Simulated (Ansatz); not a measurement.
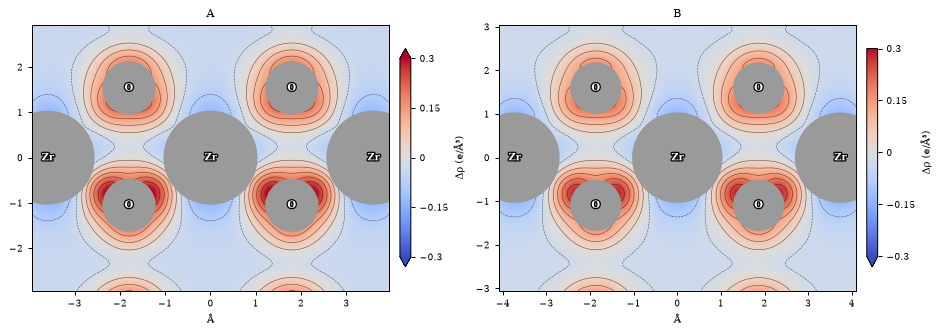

ZrO2: deformation density on the (100) plane of the conventional cell at two volumes, with the same fractional coordinates and one colour scale. Grey discs cover the cores.

Space group P4_2/nmc. This isn't the usual form at ambient conditions.

These are results of DFT r2SCAN, scalar-relativistic, plane waves, PAW in Ansatz, not measurements.

Q: Which panel is the larger cell, by how much, and what changes?

A: B is the larger cell: B has 112 % of the volume of A. The pressure is 1 GPa in A and −21 GPa in B. Bader charges in A: Zr +2.70 and O −1.35 e; in B: Zr +2.71 and O −1.35 e. The rearranged charge is 0.35 e an atom in A and 0.35 e in B. The scaled cell isn't relaxed: forces reach 0.5 eV/Å.

Run times: 30 s (base cell) and 32 s (scaled cell), on 2 threads of Arm Neoverse V1, with other jobs on the host.
